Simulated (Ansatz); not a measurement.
# Si₂Ni: what the fields show

```
Ni Si
1.0
     5.40600    0.00000    0.00000
     0.00000    5.40600    0.00000
     0.00000    0.00000    5.40600
Ni Si
4 8
Direct
  0.00000 0.00000 0.00000
  0.50000 0.50000 0.00000
  0.50000 0.00000 0.50000
  0.00000 0.50000 0.50000
  0.75000 0.25000 0.25000
  0.25000 0.75000 0.25000
  0.25000 0.25000 0.75000
  0.75000 0.75000 0.75000
  0.25000 0.25000 0.25000
  0.75000 0.75000 0.25000
  0.75000 0.25000 0.75000
  0.25000 0.75000 0.75000
```

Space group Fm-3m; computed pressure about 11 GPa in this cell; the program warned that a starting moment wasn't kept; spin-polarised, but the moments vanished.

All numbers below come from Kohn-Sham DFT of a periodic cell, BLYP, Ansatz PAW (Ansatz).

In a PAW calculation such maps are meaningful between the atoms, not at the nuclei.

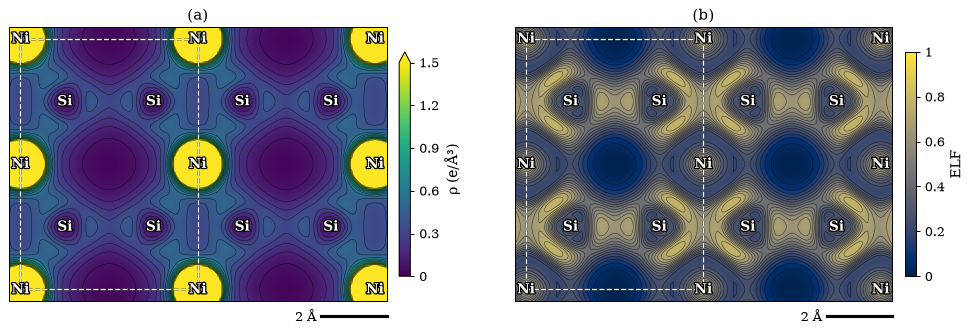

Figure 1. (a) valence charge density (pseudo); (b) electron localisation function on the (011) plane of the conventional cell.

Read the bonding off the picture.

Answer. The section cuts through Ni and Si sites.
Si–Ni (2.34 Å): ρ is about 0.48 e/Å³ halfway; the ELF peaks at about 0.80 in the valence shell of Si, 0.9 Å from its nucleus, and is about 0.50 at the midpoint.
Between the atoms the lowest density in this plane is 0.02 e/Å³.
The features right at Ni lie inside the PAW spheres, where the map follows smoothed inner orbitals and isn't to be read closely.

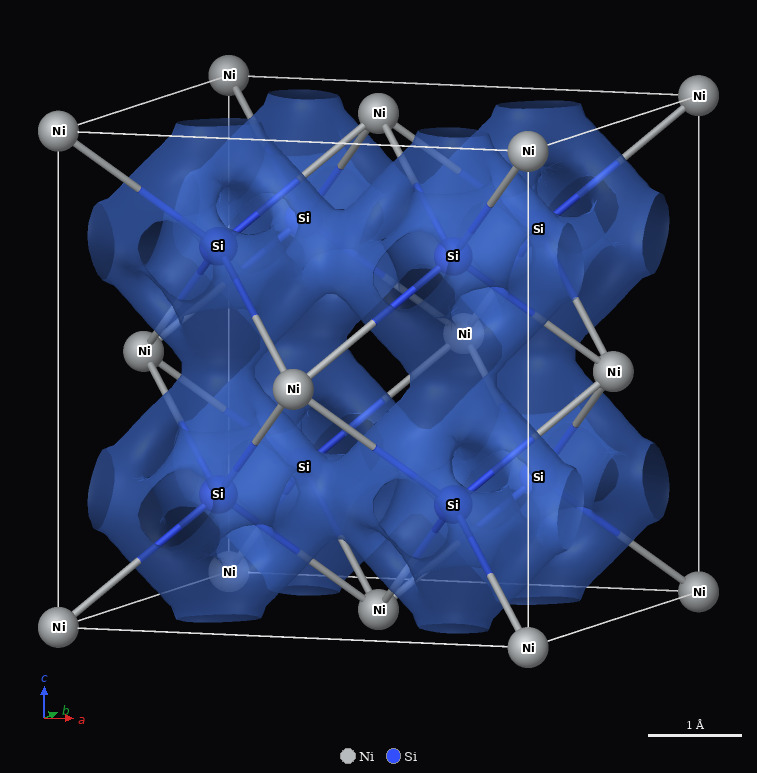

Figure 2. Isosurface of the ELF at 0.55 (blue), seen slightly off an axis. Only the valence region is drawn (cores and ρ < 0.01 e/Å³ removed). Sticks mark near contacts.

Identify the bonds, lone pairs and shells in this picture.

Answer. The ELF exceeds this value in one network that runs through the whole crystal, counted in one cell of 12 atoms. Regions shared between cells count once.

Does the calculation make it a metal, or give it a gap?

Answer. It is gapless in this calculation (a metal or semimetal).
